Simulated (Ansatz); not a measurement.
Geometry relaxation of C9O (part 1 of 2)

C9O (slab, 10 atoms in the cell), computed with DFT PBE+D3(BJ), scalar-relativistic, plane waves, PAW, no spin polarisation (Ansatz 0.2.0).

The structure derives from an entry of the Crystallography Open Database. The input holds or restrains some coordinates. Forces given for the steps count only the free coordinates. It belongs to a series of runs on one base structure; here: CO put at a hollow C-C site.

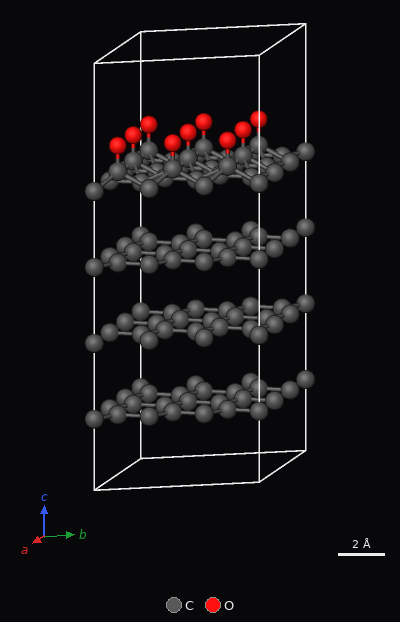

Figure 1. The input geometry (ball-and-stick view of the 3 × 3 repeat of the cell, with the vacuum cut short, seen slightly off an axis). An atom can appear more than once, as a periodic image.

### Input
```yaml
crystal:
  lattice:
    - [2.4649796696, 0.0, 0.0]
    - [-1.2324898348, 2.1347350137, 0.0]
    - [0.0, 0.0, 30.2576501055]
  atoms:
    - { symbol: C, position: [0.0, 0.0, 0.2809206996] }
    - { symbol: C, position: [0.6666666667, 0.3333333333, 0.2809206918] }
    - { symbol: C, position: [0.0, 0.0, 0.3922716013] }
    - { symbol: C, position: [0.3333333333, 0.6666666667, 0.3922715935] }
    - { symbol: C, position: [0.0, 0.0, 0.503622503] }
    - { symbol: C, position: [0.6666666667, 0.3333333333, 0.5036224952] }
    - { symbol: C, position: [0.0, 0.0, 0.6149734048] }
    - { symbol: C, position: [0.3333333333, 0.6666666667, 0.614973397] }
    - { symbol: C, position: [0.6666666667, 0.3333333333, 0.6374470601] }
    - { symbol: O, position: [0.6666666667, 0.3333333333, 0.6754539773] }
basis:
  ecutwfc: 420
kpoints:
  mp_grid: { grid: [12, 12, 1] }
hamiltonian:
  xc: pbe
  dispersion: d3bj
scf:
  occupations: { method: gaussian, width: 0.1 }
output:
  forces: true
  eigenvalues: true
  write_density: true
  write_potential: true
  elf: true
  volumetric_format: npy
relax:
  adjacent_minimum: "off"
  f_tol: 0.03
  max_steps: 70
  constraints: [{ sites: [0, 1, 2, 3] }]
efield:
  axis: 3
  dipole_correction: true
  ramp_width: 0.04
```

Hardware: 2 threads of AMD EPYC (Zen 3), 32 GiB of memory available, shared host.

Command:
```bash
ansatz run input.yaml --threads 2 --pin off --max-ram 5120MiB --backend cpu --events-out ev --progress --plain --runs-dir out
```

### Log
```
Engine: ansatz 0.2.0, x86_64-unknown-linux-gnu
Pseudopotentials: kind: paw
Pseudopotential: C, paw, valence charge 4, recommended cutoff 420 eV (normal), C.paw.azcp
Pseudopotential: O, paw, valence charge 6, recommended cutoff 420 eV (normal), O.paw.azcp
Functional definition: PBE
  parameter kappa = 0.804
  parameter beta = 0.06672455060314922
  exchange = pbe_x(kappa = kappa, mu = beta*pi^2/3)
  correlation = pbe_c(beta = beta)
Crystal: 10 atoms, lattice volume = 159.218 Å³
Basis set: ecut = 420 eV, 2999 PW (Γ), exchange–correlation on 36×36×432 points (8 copies of the dense FFT grid, shifted against one another)
Bands: 31, of which v1, the nominal top of the filled ones, is band 21 counted from 1 (20 counted from 0)
Symmetry: 6 space group operations
Space group: P3m1 (ITA 156), of the structure as read, at distance tolerance 5.4e-5 Å
k-points: 19 of 144 (time reversal used)
Non-local potential: C, projectors of the file, l = 0: 2, l = 1: 2, l = 2: 1
Non-local potential: O, projectors of the file, l = 0: 2, l = 1: 2, l = 2: 1
PAW form: soft (Blöchl's): semilocal exchange-correlation on the pseudo side does not see the compensation charge
PAW one-centre angular grid: C, 110 points (default); XC on 64 Gauss nodes
PAW one-centre angular grid: O, 110 points (default); XC on 64 Gauss nodes
Initial density: superposition of atomic densities (neutral atoms: chi_scale 0, normalization atom), corrected by the library's trained network
Initial wavefunctions: pseudopotential atomic-orbital guess
Functional: x = pbe(κ = 0.804, μ = 0.2195149727645171), c = pbe(β = 0.06672455060314922)
SCF iter   1: F=—  HF=-2813.543941 eV  |F-HF|=—  |Δ(HF+E_count)|=         —  Δρ=3.58e-2  dr2=4.15e1  ethr=1.77e-3  p=0.060 e·Å  D=6.85e-2 V/Å  ΔV_dip=-2.07 eV  dr2_dipole=2.33e1  V_vac-E_F(+/−)=4.54/6.61 eV  ⟨swp⟩=8.4  Hψ=3380  notcnv=0  defer=48
efield: sawtooth ramp at fractional position 0.9582 (placed from the atoms, in the widest stretch of the axis that holds none; the zero of the levels goes with the place), width 0.0400; the density the first Hamiltonian is built on has a dipole p = 0.060 e·Å; the dipole correction subtracts the counter field D = 6.85e-2 V/Å, which shifts the + side's vacuum level by -2.07 eV against the − side's; the planar-averaged density in the ramp window peaks in size at 4.2e-5 e/Å³
preconditioner: auto → LDOS  [metal: Δε(μ)=0.049 eV  Ē_g=15.874 eV  σ=0.100 eV  W_gap=0.27  n_scr=20 (ndim 8)  ℏωp=18.8 eV  f_vac=0.509  D(μ)=2.95/eV (n_scr^D=16)  β→1.0]
SCF iter   2: F=—  HF=-2812.428660 eV  |F-HF|=—  |Δ(HF+E_count)|=    1.12e0  Δρ=1.18e-2  dr2=7.16e-1  ethr=1.77e-3  p=-0.093 e·Å  D=-1.06e-1 V/Å  ΔV_dip=3.20 eV  dr2_dipole=8.72e-2  V_vac-E_F(+/−)=7.35/4.15 eV  ⟨swp⟩=3.8  Hψ=1168  notcnv=0  defer=82
SCF iter   3: F=—  HF=-2812.426354 eV  |F-HF|=—  |Δ(HF+E_count)|=   2.31e-3  Δρ=6.37e-3  dr2=4.93e-1  ethr=1.70e-3  p=-0.097 e·Å  D=-1.11e-1 V/Å  ΔV_dip=3.34 eV  dr2_dipole=4.30e-3  V_vac-E_F(+/−)=7.88/4.53 eV  ⟨swp⟩=3.6  Hψ=1146  notcnv=0  defer=85
SCF iter   4: F=—  HF=-2812.342924 eV  |F-HF|=—  |Δ(HF+E_count)|=   8.34e-2  Δρ=2.49e-3  dr2=7.40e-2  ethr=1.17e-3  p=-0.100 e·Å  D=-1.14e-1 V/Å  ΔV_dip=3.45 eV  dr2_dipole=1.84e-2  V_vac-E_F(+/−)=7.78/4.33 eV  ⟨swp⟩=2.8  Hψ=898  notcnv=0  defer=82
SCF iter   5: F=—  HF=-2812.336631 eV  |F-HF|=—  |Δ(HF+E_count)|=   6.29e-3  Δρ=1.56e-3  dr2=3.20e-2  ethr=1.76e-4  p=-0.099 e·Å  D=-1.12e-1 V/Å  ΔV_dip=3.39 eV  dr2_dipole=1.26e-2  V_vac-E_F(+/−)=7.67/4.28 eV  ⟨swp⟩=2.3  Hψ=777  notcnv=0  defer=69
SCF iter   6: F=—  HF=-2812.335969 eV  |F-HF|=—  |Δ(HF+E_count)|=   6.62e-4  Δρ=4.52e-4  dr2=4.46e-3  ethr=7.62e-5  p=-0.100 e·Å  D=-1.13e-1 V/Å  ΔV_dip=3.43 eV  dr2_dipole=1.86e-3  V_vac-E_F(+/−)=7.71/4.28 eV  ⟨swp⟩=1.1  Hψ=588  notcnv=0  defer=70
SCF iter   7: F=—  HF=-2812.335922 eV  |F-HF|=—  |Δ(HF+E_count)|=   4.76e-5  Δρ=2.53e-4  dr2=3.86e-4  ethr=1.06e-5  p=-0.100 e·Å  D=-1.14e-1 V/Å  ΔV_dip=3.45 eV  dr2_dipole=1.69e-4  V_vac-E_F(+/−)=7.73/4.28 eV  ⟨swp⟩=1.7  Hψ=586  notcnv=0  defer=70
SCF iter   8: F=—  HF=-2812.335920 eV  |F-HF|=—  |Δ(HF+E_count)|=   1.37e-6  Δρ=8.76e-5  dr2=2.26e-5  ethr=5.36e-8  p=-0.100 e·Å  D=-1.14e-1 V/Å  ΔV_dip=3.45 eV  dr2_dipole=2.89e-6  V_vac-E_F(+/−)=7.73/4.28 eV  ⟨swp⟩=29.4  Hψ=7869  notcnv=0
SCF iter   9: F=-2812.335921 eV  HF=-2812.335924 eV  |F-HF|=2.70e-6  |Δ(HF+E_count)|=   3.55e-6  Δρ=2.83e-5  dr2=3.40e-6  ethr=5.36e-8  p=-0.100 e·Å  D=-1.14e-1 V/Å  ΔV_dip=3.44 eV  dr2_dipole=1.48e-6  V_vac-E_F(+/−)=7.72/4.28 eV  ⟨swp⟩=18.5  Hψ=5572  notcnv=0
SCF 1 converged in 9 iterations: F = -2812.335921 eV  dr2 = 3.40e-6
  greatest PAW one-centre occupation: 0.895 electrons in one spin orbital (limit 2), on the O atom at site 9 (counted from 0), in its partial waves of l = 0
relax step   1: F+E_penalty+E_count = -2812.33592129 eV  Δ(F+E_penalty+E_count) = +0.000e0 eV  max|allowed force component| = 8.699e0 eV/Å  Δτ_max = 0.0000 Å  (9 SCF iters, dr2 threshold 2.25e-5 eV, accepted)
Initial density: handed on by an earlier stage of this run
Initial wavefunctions: those handed on with the density
iter 1 solved again at ethr=1.76e-3 eV; its pass at ethr=3.10e-3 eV (dr2=7.41e-1 eV) is discarded
SCF iter   1: F=—  HF=-2814.445790 eV  |F-HF|=—  |Δ(HF+E_count)|=         —  Δρ=1.85e-2  dr2=7.46e-1  ethr=1.76e-3  p=-0.100 e·Å  D=-1.14e-1 V/Å  ΔV_dip=3.44 eV  dr2_dipole=1.34e-1  V_vac-E_F(+/−)=7.40/3.95 eV  ⟨swp⟩=1.0  Hψ=2965  notcnv=0  defer=42
efield: sawtooth ramp at fractional position 0.9582 (handed on by an earlier solve), width 0.0400; the density the first Hamiltonian is built on has a dipole p = -0.100 e·Å; the dipole correction subtracts the counter field D = -1.14e-1 V/Å, which shifts the + side's vacuum level by +3.44 eV against the − side's; the planar-averaged density in the ramp window peaks in size at 2.5e-6 e/Å³
preconditioner: auto → LDOS  [metal: Δε(μ)=0.094 eV  Ē_g=15.922 eV  σ=0.100 eV  W_gap=0.48  n_scr=20 (ndim 8)  ℏωp=19.0 eV  f_vac=0.505  D(μ)=1.06/eV (n_scr^D=10)  β→1.0]
SCF iter   2: F=—  HF=-2814.442323 eV  |F-HF|=—  |Δ(HF+E_count)|=   3.47e-3  Δρ=1.18e-2  dr2=1.75e0  ethr=1.76e-3  p=-0.064 e·Å  D=-7.22e-2 V/Å  ΔV_dip=2.18 eV  dr2_dipole=8.97e-1  V_vac-E_F(+/−)=7.77/5.59 eV  ⟨swp⟩=3.7  Hψ=1166  notcnv=0  defer=45  recentre
SCF iter   3: F=—  HF=-2814.308857 eV  |F-HF|=—  |Δ(HF+E_count)|=   1.33e-1  Δρ=4.36e-3  dr2=5.57e-2  ethr=1.76e-3  p=-0.091 e·Å  D=-1.04e-1 V/Å  ΔV_dip=3.14 eV  dr2_dipole=9.44e-3  V_vac-E_F(+/−)=7.64/4.50 eV  ⟨swp⟩=2.9  Hψ=1087  notcnv=0  defer=76
SCF iter   4: F=—  HF=-2814.309308 eV  |F-HF|=—  |Δ(HF+E_count)|=   4.51e-4  Δρ=3.64e-3  dr2=6.57e-2  ethr=1.33e-4  p=-0.106 e·Å  D=-1.20e-1 V/Å  ΔV_dip=3.64 eV  dr2_dipole=2.78e-2  V_vac-E_F(+/−)=7.66/4.02 eV  ⟨swp⟩=2.5  Hψ=1085  notcnv=0  defer=73
SCF iter   5: F=—  HF=-2814.302296 eV  |F-HF|=—  |Δ(HF+E_count)|=   7.01e-3  Δρ=1.26e-3  dr2=2.50e-3  ethr=1.33e-4  p=-0.097 e·Å  D=-1.10e-1 V/Å  ΔV_dip=3.34 eV  dr2_dipole=5.59e-6  V_vac-E_F(+/−)=7.63/4.29 eV  ⟨swp⟩=2.1  Hψ=850  notcnv=0  defer=72
SCF iter   6: F=—  HF=-2814.301754 eV  |F-HF|=—  |Δ(HF+E_count)|=   5.42e-4  Δρ=2.41e-4  dr2=1.18e-4  ethr=5.95e-6  p=-0.098 e·Å  D=-1.11e-1 V/Å  ΔV_dip=3.35 eV  dr2_dipole=1.45e-7  V_vac-E_F(+/−)=7.64/4.28 eV  ⟨swp⟩=2.0  Hψ=961  notcnv=0  defer=75
SCF iter   7: F=-2814.301765 eV  HF=-2814.301765 eV  |F-HF|=1.94e-7  |Δ(HF+E_count)|=   1.15e-5  Δρ=8.20e-5  dr2=1.05e-5  ethr=2.38e-7  p=-0.098 e·Å  D=-1.11e-1 V/Å  ΔV_dip=3.36 eV  dr2_dipole=1.30e-6  V_vac-E_F(+/−)=7.64/4.28 eV  ⟨swp⟩=27.1  Hψ=7282  notcnv=0
SCF 2 converged in 7 iterations: F = -2814.301765 eV  dr2 = 1.05e-5
  greatest PAW one-centre occupation: 0.890 electrons in one spin orbital (limit 2), on the O atom at site 9 (counted from 0), in its partial waves of l = 0
relax step   2: F+E_penalty+E_count = -2814.30176510 eV  Δ(F+E_penalty+E_count) = -1.966e0 eV  max|allowed force component| = 1.090e1 eV/Å  Δτ_max = 0.1136 Å  (7 SCF iters, dr2 threshold 1.00e-4 eV, accepted)
[... from here on the SCF iterations and repeated set-up lines of each step are left out, up to the last step ...]
SCF 3 converged in 11 iterations: F = -2818.019404 eV  dr2 = 7.83e-6
relax step   3: F+E_penalty+E_count = -2818.01940386 eV  Δ(F+E_penalty+E_count) = -3.718e0 eV  max|allowed force component| = 1.210e1 eV/Å  Δτ_max = 0.1960 Å  (11 SCF iters, dr2 threshold 1.00e-4 eV, accepted)
SCF 4 converged in 9 iterations: F = -2820.033284 eV  dr2 = 1.50e-5
relax step   4: F+E_penalty+E_count = -2820.03328401 eV  Δ(F+E_penalty+E_count) = -2.014e0 eV  max|allowed force component| = 1.331e1 eV/Å  Δτ_max = 0.1959 Å  (9 SCF iters, dr2 threshold 1.00e-4 eV, accepted)
SCF 5 converged in 10 iterations: F = -2821.944788 eV  dr2 = 1.47e-6
relax step   5: F+E_penalty+E_count = -2821.94478845 eV  Δ(F+E_penalty+E_count) = -1.912e0 eV  max|allowed force component| = 1.183e1 eV/Å  Δτ_max = 0.1941 Å  (10 SCF iters, dr2 threshold 1.00e-4 eV, accepted)
SCF 6 converged in 10 iterations: F = -2823.224549 eV  dr2 = 1.80e-5
relax step   6: F+E_penalty+E_count = -2823.22454863 eV  Δ(F+E_penalty+E_count) = -1.280e0 eV  max|allowed force component| = 4.211e0 eV/Å  Δτ_max = 0.1945 Å  (10 SCF iters, dr2 threshold 1.00e-4 eV, accepted)
SCF 7 converged in 7 iterations: F = -2823.695465 eV  dr2 = 4.36e-6
relax step   7: F+E_penalty+E_count = -2823.69546524 eV  Δ(F+E_penalty+E_count) = -4.709e-1 eV  max|allowed force component| = 1.379e0 eV/Å  Δτ_max = 0.1944 Å  (7 SCF iters, dr2 threshold 1.00e-4 eV, accepted)
SCF 8 converged in 7 iterations: F = -2823.891026 eV  dr2 = 2.30e-5
relax step   8: F+E_penalty+E_count = -2823.89102603 eV  Δ(F+E_penalty+E_count) = -1.956e-1 eV  max|allowed force component| = 2.273e0 eV/Å  Δτ_max = 0.1983 Å  (7 SCF iters, dr2 threshold 1.00e-4 eV, accepted)
SCF 9 converged in 7 iterations: F = -2823.993247 eV  dr2 = 8.37e-6
relax step   9: F+E_penalty+E_count = -2823.99324672 eV  Δ(F+E_penalty+E_count) = -1.022e-1 eV  max|allowed force component| = 2.971e-1 eV/Å  Δτ_max = 0.1940 Å  (7 SCF iters, dr2 threshold 1.00e-4 eV, accepted)
SCF 10 converged in 11 iterations: F = -2824.044286 eV  dr2 = 3.62e-11
relax step  10: F+E_penalty+E_count = -2824.04428591 eV  Δ(F+E_penalty+E_count) = -5.104e-2 eV  max|allowed force component| = 2.063e-1 eV/Å  Δτ_max = 0.2000 Å  (11 SCF iters, dr2 threshold 5.52e-6 eV, accepted)
SCF 11 converged in 10 iterations: F = -2824.078714 eV  dr2 = 2.95e-10
relax step  11: F+E_penalty+E_count = -2824.07871359 eV  Δ(F+E_penalty+E_count) = -3.443e-2 eV  max|allowed force component| = 7.997e-2 eV/Å  Δτ_max = 0.1960 Å  (10 SCF iters, dr2 threshold 2.66e-6 eV, accepted)
SCF 12 converged in 9 iterations: F = -2824.102194 eV  dr2 = 9.78e-9
relax step  12: F+E_penalty+E_count = -2824.10219412 eV  Δ(F+E_penalty+E_count) = -2.348e-2 eV  max|allowed force component| = 4.925e-2 eV/Å  Δτ_max = 0.1907 Å  (9 SCF iters, dr2 threshold 9.61e-7 eV, accepted)
SCF 13 converged in 10 iterations: F = -2824.118406 eV  dr2 = 5.66e-10
relax step  13: F+E_penalty+E_count = -2824.11840607 eV  Δ(F+E_penalty+E_count) = -1.621e-2 eV  max|allowed force component| = 8.062e-2 eV/Å  Δτ_max = 0.1949 Å  (10 SCF iters, accepted)
SCF 14 converged in 10 iterations: F = -2824.127421 eV  dr2 = 4.52e-10
relax step  14: F+E_penalty+E_count = -2824.12742111 eV  Δ(F+E_penalty+E_count) = -9.015e-3 eV  max|allowed force component| = 4.234e-2 eV/Å  Δτ_max = 0.1913 Å  (10 SCF iters, dr2 threshold 2.47e-6 eV, accepted)
SCF 15 converged in 11 iterations: F = -2824.129642 eV  dr2 = 8.19e-10
relax step  15: F+E_penalty+E_count = -2824.12964179 eV  Δ(F+E_penalty+E_count) = -2.221e-3 eV  max|allowed force component| = 2.403e-2 eV/Å  Δτ_max = 0.1995 Å  (11 SCF iters, accepted)
SCF 16 converged in 10 iterations: F = -2824.127282 eV  dr2 = 8.08e-10
relax step  16: F+E_penalty+E_count = -2824.12728244 eV  Δ(F+E_penalty+E_count) = +2.359e-3 eV  max|allowed force component| = 4.951e-2 eV/Å  Δτ_max = 0.1961 Å  (10 SCF iters, rejected (line search))
SCF 17 converged in 9 iterations: F = -2824.131144 eV  dr2 = 1.81e-9
relax step  17: F+E_penalty+E_count = -2824.13114362 eV  Δ(F+E_penalty+E_count) = -1.502e-3 eV  max|allowed force component| = 5.420e-3 eV/Å  Δτ_max = 0.0926 Å  (9 SCF iters, accepted)
SCF iter   1: F=—  HF=-2824.134956 eV  |F-HF|=—  |Δ(HF+E_count)|=         —  Δρ=6.53e-3  dr2=2.25e-2  ethr=7.87e-4  p=-0.044 e·Å  D=-4.96e-2 V/Å  ΔV_dip=1.50 eV  dr2_dipole=1.26e-3  V_vac-E_F(+/−)=5.79/4.29 eV  ⟨swp⟩=3.1  Hψ=1532  notcnv=0  defer=53
efield: sawtooth ramp at fractional position 0.9582 (handed on by an earlier solve), width 0.0400; the density the first Hamiltonian is built on has a dipole p = -0.044 e·Å; the dipole correction subtracts the counter field D = -4.96e-2 V/Å, which shifts the + side's vacuum level by +1.50 eV against the − side's; the planar-averaged density in the ramp window peaks in size at 3.9e-6 e/Å³
preconditioner: auto → LDOS  [metal: Δε(μ)=0.008 eV  Ē_g=15.051 eV  σ=0.100 eV  W_gap=0.04  n_scr=20 (ndim 8)  ℏωp=19.1 eV  f_vac=0.426  D(μ)=0.74/eV (n_scr^D=8)  β→1.0]
SCF iter   2: F=—  HF=-2824.134655 eV  |F-HF|=—  |Δ(HF+E_count)|=   3.01e-4  Δρ=2.87e-3  dr2=1.73e-2  ethr=5.37e-5  p=-0.043 e·Å  D=-4.83e-2 V/Å  ΔV_dip=1.46 eV  dr2_dipole=9.11e-5  V_vac-E_F(+/−)=5.75/4.29 eV  ⟨swp⟩=2.0  Hψ=1220  notcnv=0  defer=57
SCF iter   3: F=—  HF=-2824.131459 eV  |F-HF|=—  |Δ(HF+E_count)|=   3.20e-3  Δρ=9.16e-4  dr2=1.99e-3  ethr=4.12e-5  p=-0.044 e·Å  D=-5.00e-2 V/Å  ΔV_dip=1.51 eV  dr2_dipole=3.86e-4  V_vac-E_F(+/−)=5.80/4.29 eV  ⟨swp⟩=2.1  Hψ=975  notcnv=0  defer=57
SCF iter   4: F=—  HF=-2824.131156 eV  |F-HF|=—  |Δ(HF+E_count)|=   3.02e-4  Δρ=2.17e-4  dr2=1.16e-4  ethr=4.73e-6  p=-0.044 e·Å  D=-4.96e-2 V/Å  ΔV_dip=1.50 eV  dr2_dipole=2.85e-5  V_vac-E_F(+/−)=5.79/4.29 eV  ⟨swp⟩=2.2  Hψ=762  notcnv=0  defer=57
SCF iter   5: F=—  HF=-2824.131141 eV  |F-HF|=—  |Δ(HF+E_count)|=   1.51e-5  Δρ=4.25e-5  dr2=3.64e-6  ethr=2.77e-7  p=-0.044 e·Å  D=-4.95e-2 V/Å  ΔV_dip=1.50 eV  dr2_dipole=5.97e-7  V_vac-E_F(+/−)=5.79/4.29 eV  ⟨swp⟩=2.0  Hψ=746  notcnv=0  defer=57
SCF iter   6: F=—  HF=-2824.131197 eV  |F-HF|=—  |Δ(HF+E_count)|=   5.51e-5  Δρ=8.90e-6  dr2=1.33e-7  ethr=8.67e-9  p=-0.044 e·Å  D=-4.95e-2 V/Å  ΔV_dip=1.50 eV  dr2_dipole=2.25e-8  V_vac-E_F(+/−)=5.79/4.29 eV  ⟨swp⟩=2.1  Hψ=945  notcnv=0  defer=55
iter 7 did not close the SCF: its close was put off until two iterations running show no level that it waits for move by more than its bar (scf_convergence_deferred on its scf_iter line)
SCF iter   7: F=-2824.131197 eV  HF=-2824.131197 eV  |F-HF|=8.18e-8  |Δ(HF+E_count)|=   1.20e-7  Δρ=2.20e-6  dr2=4.91e-9  ethr=2.38e-10  p=-0.044 e·Å  D=-4.95e-2 V/Å  ΔV_dip=1.50 eV  dr2_dipole=3.11e-10  V_vac-E_F(+/−)=5.79/4.29 eV  ⟨swp⟩=17.5  Hψ=4717  notcnv=0
iter 8 did not close the SCF: its close was put off until two iterations running show no level that it waits for move by more than its bar (scf_convergence_deferred on its scf_iter line)
SCF iter   8: F=-2824.131197 eV  HF=-2824.131197 eV  |F-HF|=1.10e-8  |Δ(HF+E_count)|=   7.27e-8  Δρ=7.25e-7  dr2=5.45e-10  ethr=1.17e-11  p=-0.044 e·Å  D=-4.95e-2 V/Å  ΔV_dip=1.50 eV  dr2_dipole=1.07e-11  V_vac-E_F(+/−)=5.79/4.29 eV  ⟨swp⟩=9.1  Hψ=3821  notcnv=0
SCF iter   9: F=-2824.131197 eV  HF=-2824.131197 eV  |F-HF|=5.11e-10  |Δ(HF+E_count)|=   1.07e-8  Δρ=2.76e-7  dr2=7.52e-11  ethr=1.30e-12  p=-0.044 e·Å  D=-4.95e-2 V/Å  ΔV_dip=1.50 eV  dr2_dipole=3.09e-12  V_vac-E_F(+/−)=5.79/4.29 eV  ⟨swp⟩=6.8  Hψ=3420  notcnv=0
SCF 18 converged in 9 iterations: F = -2824.131197 eV  dr2 = 7.52e-11
relax step  18: F+E_penalty+E_count = -2824.13119676 eV  Δ(F+E_penalty+E_count) = -5.313e-5 eV  max|allowed force component| = 4.208e-3 eV/Å  Δτ_max = 0.0424 Å  (9 SCF iters, accepted)
```

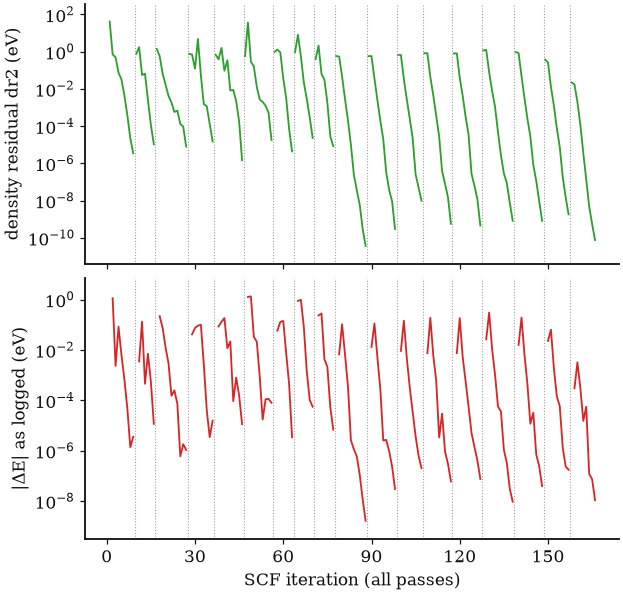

Figure 2. Convergence of the self-consistent field: density residual dr2 and size of the energy change against the SCF iteration. The dotted lines part the SCF passes of the relaxation: geometry steps, rejected trials and re-solves on a re-selected basis. The 18 passes take 7 to 11 iterations each, 166 in all.

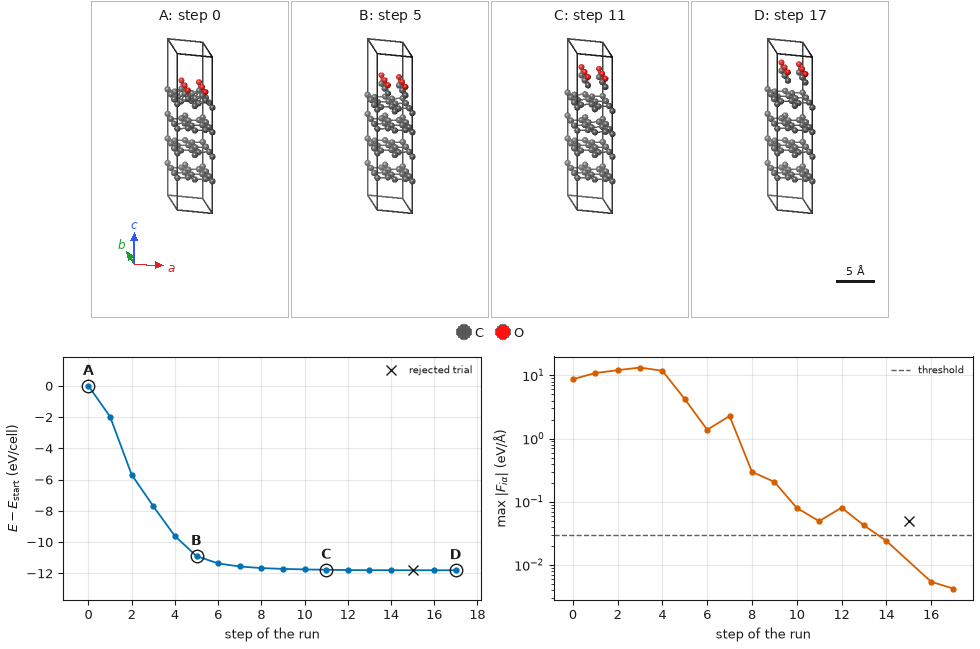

Figure 3. Frames of the restrained relaxation (ball-and-stick view of the 2 × 3 repeat of the cell, with the vacuum cut short, seen slightly off an axis) above the curves, on which the letters mark them (the first geometry is step 0 here and step 1 in the log).
